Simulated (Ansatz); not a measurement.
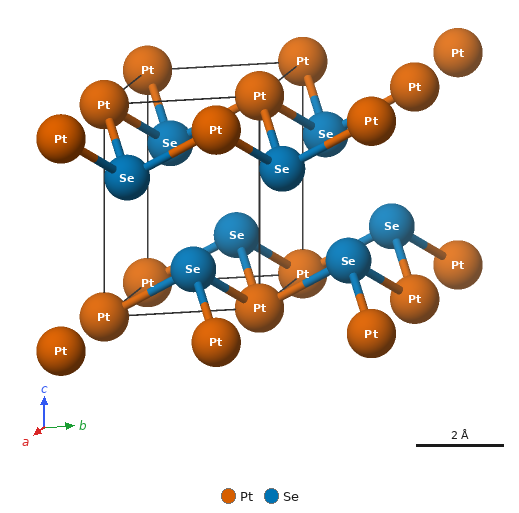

Figure 1. The starting structure (ball-and-stick view of the cell of the calculation, repeated 2 × 2 × 1, seen slightly off an axis). Near neighbours in the crystal (not all of them lie inside the picture): Pt has 6 Se at 2.49 Å; Se has 3 Pt at 2.49 Å.

# Geometry relaxation of PtSe$_{2}$ (part 1 of 2)

- system: PtSe$_{2}$ (P-3m1, 3 atoms in the cell)
- method: DFT PBE+D3(BJ), scalar-relativistic, plane waves, PAW, no spin polarisation (Ansatz 0.2.0)

The structure derives from an entry of the Crystallography Open Database.

Log
```
Engine: ansatz 0.2.0, x86_64-unknown-linux-gnu
Pseudopotentials: kind: paw
Pseudopotential: Pt, paw, valence charge 18, recommended cutoff 420 eV (normal), Pt.paw.azcp
Pseudopotential: Se, paw, valence charge 16, recommended cutoff 420 eV (normal), Se.paw.azcp
Functional definition: PBE
  parameter kappa = 0.804
  parameter beta = 0.06672455060314922
  exchange = pbe_x(kappa = kappa, mu = beta*pi^2/3)
  correlation = pbe_c(beta = beta)
Crystal: 3 atoms, lattice volume = 60.796 Å³
Basis set: ecut = 420 eV, 1205 PW (Γ), exchange–correlation on 50×50×72 points (8 copies of the dense FFT grid, shifted against one another)
Bands: 30, of which v1, the nominal top of the filled ones, is band 25 counted from 1 (24 counted from 0)
Symmetry: 12 space group operations
Space group: P-3m1 (ITA 164), of the structure as read, at distance tolerance 3.9e-5 Å
k-points: 24 of 144
Non-local potential: Pt, projectors of the file, l = 0: 3, l = 1: 2, l = 2: 2, l = 3: 1
Non-local potential: Se, projectors of the file, l = 0: 2, l = 1: 2, l = 2: 3, l = 3: 1
PAW form: soft (Blöchl's): semilocal exchange-correlation on the pseudo side does not see the compensation charge
PAW one-centre angular grid: Pt, 590 points (default); XC on 64 Gauss nodes
PAW one-centre angular grid: Se, 590 points (default); XC on 64 Gauss nodes
Initial density: superposition of atomic densities (neutral atoms: chi_scale 0, normalization atom), corrected by the library's trained network
Initial wavefunctions: pseudopotential atomic-orbital guess
Functional: x = pbe(κ = 0.804, μ = 0.2195149727645171), c = pbe(β = 0.06672455060314922)
SCF iter   1: F=—  HF=-23463.684781 eV  |F-HF|=—  |Δ(HF+E_count)|=         —  Δρ=2.76e-3  dr2=3.11e-3  ethr=1.77e-3  ⟨swp⟩=5.5  Hψ=2771  notcnv=0
preconditioner: auto → LDOS  [metal: Δε(μ)=0.075 eV  Ē_g=10.206 eV  σ=0.100 eV  W_gap=0.40  n_scr=22 (ndim 8)  ℏωp=22.3 eV  f_vac=0.035  D(μ)=1.01/eV (n_scr^D=2)  β→1.0]
SCF iter   2: F=—  HF=-23463.686575 eV  |F-HF|=—  |Δ(HF+E_count)|=   1.79e-3  Δρ=7.21e-4  dr2=3.37e-4  ethr=6.22e-6  ⟨swp⟩=2.0  Hψ=1229  notcnv=0
SCF iter   3: F=—  HF=-23463.686523 eV  |F-HF|=—  |Δ(HF+E_count)|=   5.15e-5  Δρ=2.19e-4  dr2=4.08e-5  ethr=6.73e-7  ⟨swp⟩=2.0  Hψ=1283  notcnv=0
SCF iter   4: F=—  HF=-23463.686488 eV  |F-HF|=—  |Δ(HF+E_count)|=   3.51e-5  Δρ=4.07e-5  dr2=9.72e-7  ethr=8.17e-8  ⟨swp⟩=2.2  Hψ=980  notcnv=0
SCF iter   5: F=—  HF=-23463.686489 eV  |F-HF|=—  |Δ(HF+E_count)|=   4.34e-7  Δρ=1.01e-5  dr2=1.19e-7  ethr=1.94e-9  ⟨swp⟩=2.3  Hψ=1179  notcnv=0
SCF iter   6: F=-23463.686489 eV  HF=-23463.686489 eV  |F-HF|=2.01e-9  |Δ(HF+E_count)|=   2.91e-9  Δρ=2.42e-6  dr2=3.96e-9  ethr=2.00e-10  ⟨swp⟩=6.5  Hψ=2883  notcnv=0
SCF 1 converged in 6 iterations: F = -23463.686489 eV  dr2 = 3.96e-9
  greatest PAW one-centre occupation: 1.000 electrons in one spin orbital (limit 2), on the Pt atom at site 0 (counted from 0), in its partial waves of l = 0
relax step   1: F+E_penalty+E_count = -23463.68648871 eV  Δ(F+E_penalty+E_count) = +0.000e0 eV  max|allowed force component| = 6.000e-1 eV/Å  Δτ_max = 0.0000 Å  P = +3.491 GPa  Ω = 60.796 Å³  (6 SCF iters, dr2 threshold 1.00e-7 eV, accepted)
Crystal: 3 atoms, lattice volume = 58.965 Å³
Basis set: ecut = 420 eV, 1181 PW (Γ), exchange–correlation on 50×50×72 points (8 copies of the dense FFT grid, shifted against one another)
Initial density: handed on by an earlier stage of this run
Initial wavefunctions: those handed on with the density
iter 1 solved again at ethr=1.54e-4 eV; its pass at ethr=3.10e-3 eV (dr2=7.70e-2 eV) is discarded
SCF iter   1: F=—  HF=-23463.719485 eV  |F-HF|=—  |Δ(HF+E_count)|=         —  Δρ=1.09e-2  dr2=7.66e-2  ethr=1.54e-4  ⟨swp⟩=1.0  Hψ=3707  notcnv=0
preconditioner: auto → LDOS  [insulator: Δε(μ)=0.197 eV  Ē_g=10.033 eV  σ=0.100 eV  W_gap=0.63  n_scr=22 (ndim 8)  ℏωp=22.7 eV  f_vac=0.017  D(μ)=0.74/eV (n_scr^D=2)  ε∞_Penn≈6.1  β→1.0]
SCF iter   2: F=—  HF=-23463.723421 eV  |F-HF|=—  |Δ(HF+E_count)|=   3.94e-3  Δρ=7.80e-3  dr2=8.38e-2  ethr=1.53e-4  ⟨swp⟩=3.0  Hψ=1438  notcnv=0
SCF iter   3: F=—  HF=-23463.703626 eV  |F-HF|=—  |Δ(HF+E_count)|=   1.98e-2  Δρ=8.29e-4  dr2=4.42e-4  ethr=1.53e-4  ⟨swp⟩=2.1  Hψ=1144  notcnv=0  defer=12
SCF iter   4: F=—  HF=-23463.703629 eV  |F-HF|=—  |Δ(HF+E_count)|=   3.43e-6  Δρ=2.10e-4  dr2=1.98e-5  ethr=8.84e-7  ⟨swp⟩=2.1  Hψ=1249  notcnv=0  defer=12
SCF iter   5: F=—  HF=-23463.703626 eV  |F-HF|=—  |Δ(HF+E_count)|=   3.44e-6  Δρ=5.12e-5  dr2=1.26e-6  ethr=3.97e-8  ⟨swp⟩=2.0  Hψ=1278  notcnv=0  defer=12
SCF iter   6: F=-23463.703626 eV  HF=-23463.703626 eV  |F-HF|=4.51e-9  |Δ(HF+E_count)|=   7.45e-8  Δρ=8.45e-6  dr2=2.48e-8  ethr=6.00e-10  ⟨swp⟩=8.5  Hψ=3560  notcnv=0
SCF 2 converged in 6 iterations: F = -23463.703626 eV  dr2 = 2.48e-8
relax step   2: F+E_penalty+E_count = -23463.70362566 eV  Δ(F+E_penalty+E_count) = -1.714e-2 eV  max|allowed force component| = 5.912e-1 eV/Å  Δτ_max = 0.1315 Å  P = -1.074 GPa  Ω = 58.965 Å³  energy of the carried Pulay correction = +3.814e-4 eV  (6 SCF iters, dr2 threshold 3.00e-7 eV, accepted)
Crystal: 3 atoms, lattice volume = 60.451 Å³
iter 1 solved again at ethr=3.76e-5 eV; its pass at ethr=3.10e-3 eV (dr2=1.88e-2 eV) is discarded
SCF iter   1: F=—  HF=-23463.737265 eV  |F-HF|=—  |Δ(HF+E_count)|=         —  Δρ=5.06e-3  dr2=1.64e-2  ethr=3.76e-5  ⟨swp⟩=1.0  Hψ=3634  notcnv=0
preconditioner: auto → LDOS  [metal: Δε(μ)=0.106 eV  Ē_g=10.026 eV  σ=0.100 eV  W_gap=0.48  n_scr=22 (ndim 8)  ℏωp=22.4 eV  f_vac=0.025  D(μ)=1.04/eV (n_scr^D=2)  β→1.0]
SCF iter   2: F=—  HF=-23463.737576 eV  |F-HF|=—  |Δ(HF+E_count)|=   3.11e-4  Δρ=3.23e-3  dr2=1.40e-2  ethr=3.28e-5  ⟨swp⟩=2.0  Hψ=1251  notcnv=0
SCF iter   3: F=—  HF=-23463.733783 eV  |F-HF|=—  |Δ(HF+E_count)|=   3.79e-3  Δρ=3.89e-4  dr2=8.92e-5  ethr=2.81e-5  ⟨swp⟩=2.0  Hψ=1021  notcnv=0
SCF iter   4: F=—  HF=-23463.733748 eV  |F-HF|=—  |Δ(HF+E_count)|=   3.50e-5  Δρ=9.82e-5  dr2=4.02e-6  ethr=1.78e-7  ⟨swp⟩=2.0  Hψ=1253  notcnv=0
SCF iter   5: F=—  HF=-23463.733745 eV  |F-HF|=—  |Δ(HF+E_count)|=   2.88e-6  Δρ=3.07e-5  dr2=3.55e-7  ethr=6.00e-10  ⟨swp⟩=7.2  Hψ=3985  notcnv=0
SCF iter   6: F=-23463.733746 eV  HF=-23463.733746 eV  |F-HF|=1.69e-8  |Δ(HF+E_count)|=   2.65e-7  Δρ=6.86e-6  dr2=2.62e-8  ethr=6.00e-10  ⟨swp⟩=5.0  Hψ=3063  notcnv=0
SCF 3 converged in 6 iterations: F = -23463.733746 eV  dr2 = 2.62e-8
relax step   3: F+E_penalty+E_count = -23463.73374555 eV  Δ(F+E_penalty+E_count) = -3.012e-2 eV  max|allowed force component| = 7.585e-3 eV/Å  Δτ_max = 0.0685 Å  P = -0.820 GPa  Ω = 60.451 Å³  energy of the carried Pulay correction = +7.084e-5 eV  (6 SCF iters, dr2 threshold 3.00e-7 eV, accepted)
Crystal: 3 atoms, lattice volume = 59.709 Å³
Basis set: ecut = 420 eV, 1169 PW (Γ), exchange–correlation on 50×50×72 points (8 copies of the dense FFT grid, shifted against one another)
iter 1 solved again at ethr=4.75e-7 eV; its pass at ethr=3.10e-3 eV (dr2=2.38e-4 eV) is discarded
SCF iter   1: F=—  HF=-23463.736457 eV  |F-HF|=—  |Δ(HF+E_count)|=         —  Δρ=8.60e-4  dr2=1.99e-4  ethr=4.75e-7  ⟨swp⟩=2.8  Hψ=4304  notcnv=0
preconditioner: auto → LDOS  [insulator: Δε(μ)=0.144 eV  Ē_g=10.083 eV  σ=0.100 eV  W_gap=0.60  n_scr=22 (ndim 8)  ℏωp=22.5 eV  f_vac=0.022  D(μ)=0.88/eV (n_scr^D=2)  ε∞_Penn≈6.0  β→1.0]
SCF iter   2: F=—  HF=-23463.736455 eV  |F-HF|=—  |Δ(HF+E_count)|=   2.12e-6  Δρ=3.12e-4  dr2=1.07e-4  ethr=3.98e-7  ⟨swp⟩=2.0  Hψ=1225  notcnv=0
SCF iter   3: F=—  HF=-23463.736426 eV  |F-HF|=—  |Δ(HF+E_count)|=   2.92e-5  Δρ=8.07e-5  dr2=7.87e-6  ethr=2.13e-7  ⟨swp⟩=2.6  Hψ=1146  notcnv=0
SCF iter   4: F=-23463.736424 eV  HF=-23463.736424 eV  |F-HF|=2.26e-8  |Δ(HF+E_count)|=   1.93e-6  Δρ=1.37e-5  dr2=6.09e-8  ethr=6.00e-10  ⟨swp⟩=5.1  Hψ=3898  notcnv=0
SCF 4 converged in 4 iterations: F = -23463.736424 eV  dr2 = 6.09e-8
relax step   4: F+E_penalty+E_count = -23463.73642409 eV  Δ(F+E_penalty+E_count) = -2.679e-3 eV  max|allowed force component| = 6.979e-3 eV/Å  Δτ_max = 0.0100 Å  P = -0.027 GPa  Ω = 59.709 Å³  energy of the carried Pulay correction = +2.249e-4 eV  (4 SCF iters, dr2 threshold 3.00e-7 eV, accepted)
Basis set: ecut = 420 eV, 1169 PW (Γ), exchange–correlation on 54×54×72 points (8 copies of the dense FFT grid, shifted against one another)
Initial wavefunctions: pseudopotential atomic-orbital guess (no wavefunctions were taken with the density)
iter 1 solved again at ethr=9.58e-8 eV; its pass at ethr=3.10e-3 eV (dr2=4.79e-5 eV) is discarded
SCF iter   1: F=—  HF=-23463.735578 eV  |F-HF|=—  |Δ(HF+E_count)|=         —  Δρ=2.95e-4  dr2=1.47e-6  ethr=9.58e-8  ⟨swp⟩=3.0  Hψ=4450  notcnv=0
preconditioner: auto → LDOS  [insulator: Δε(μ)=0.144 eV  Ē_g=10.084 eV  σ=0.100 eV  W_gap=0.60  n_scr=22 (ndim 8)  ℏωp=22.5 eV  f_vac=0.022  D(μ)=0.89/eV (n_scr^D=2)  ε∞_Penn≈6.0  β→1.0]
SCF iter   2: F=—  HF=-23463.736215 eV  |F-HF|=—  |Δ(HF+E_count)|=   6.37e-4  Δρ=1.50e-5  dr2=1.27e-7  ethr=2.94e-9  ⟨swp⟩=2.0  Hψ=1322  notcnv=0
SCF iter   3: F=—  HF=-23463.736215 eV  |F-HF|=—  |Δ(HF+E_count)|=   8.92e-8  Δρ=5.77e-6  dr2=2.48e-8  ethr=2.55e-10  ⟨swp⟩=2.0  Hψ=1298  notcnv=0
SCF iter   4: F=-23463.736215 eV  HF=-23463.736215 eV  |F-HF|=8.51e-10  |Δ(HF+E_count)|=   3.43e-8  Δρ=1.68e-6  dr2=1.09e-9  ethr=6.00e-12  ⟨swp⟩=3.0  Hψ=2878  notcnv=0
SCF 5 converged in 4 iterations: F = -23463.736215 eV  dr2 = 1.09e-9
relax step   5: F+E_penalty+E_count = -23463.73621516 eV  Δ(F+E_penalty+E_count) = +2.089e-4 eV  max|allowed force component| = 6.911e-3 eV/Å  Δτ_max = 0.0000 Å  P = -0.027 GPa  Ω = 59.709 Å³  stress off target by 1.96e-1 GPa  SCF on the basis re-selected at this cell (its energy is not comparable with the rows above)  (4 SCF iters)
```

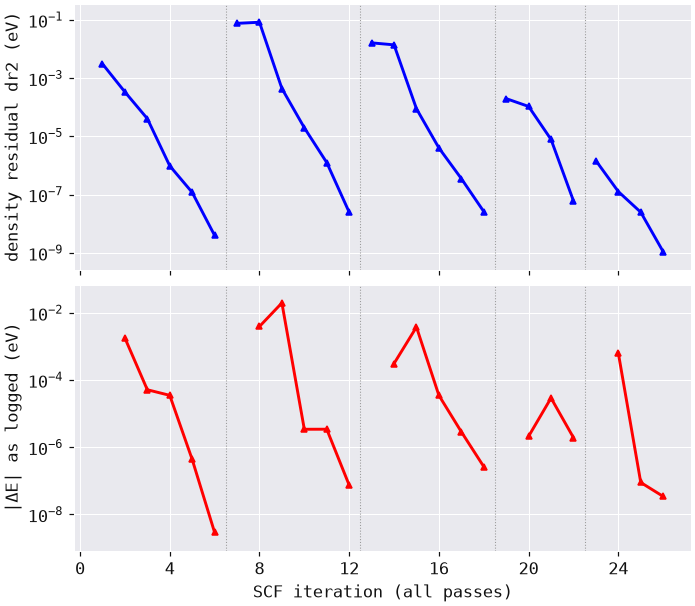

Figure 2. Convergence of the self-consistent field: density residual dr2 and size of the energy change against the SCF iteration. The dotted lines part the SCF passes of the relaxation: geometry steps, rejected trials and re-solves on a re-selected basis. The 5 passes take 4 to 6 iterations each, 26 in all.

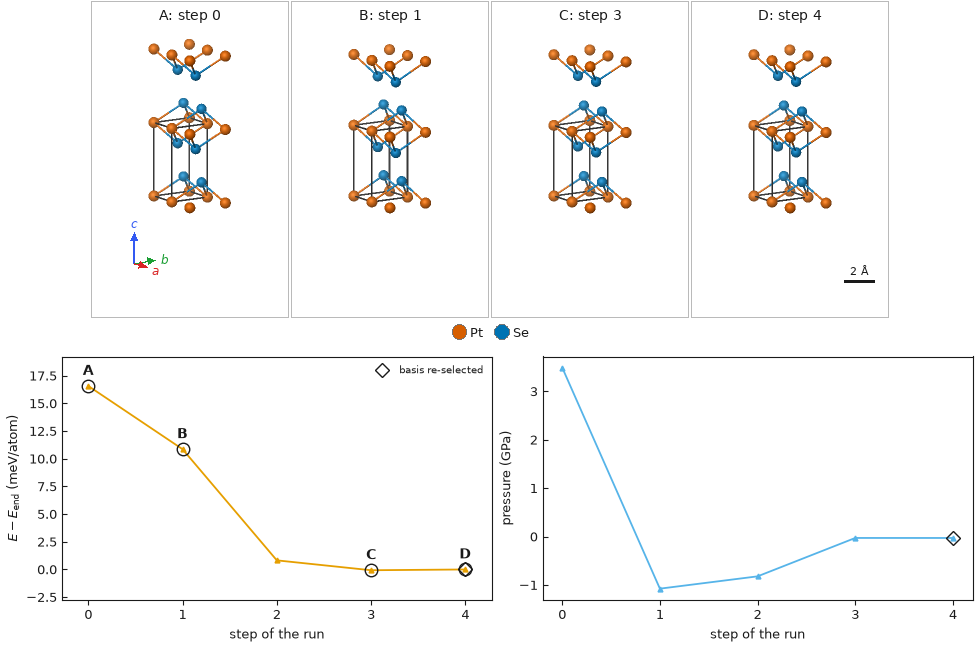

Figure 3. Frames of the relaxation (ball-and-stick view of the cell of the calculation, repeated 2 × 1 × 2, seen slightly off an axis) above the curves, on which the letters mark them (the first geometry is step 0 here and step 1 in the log).
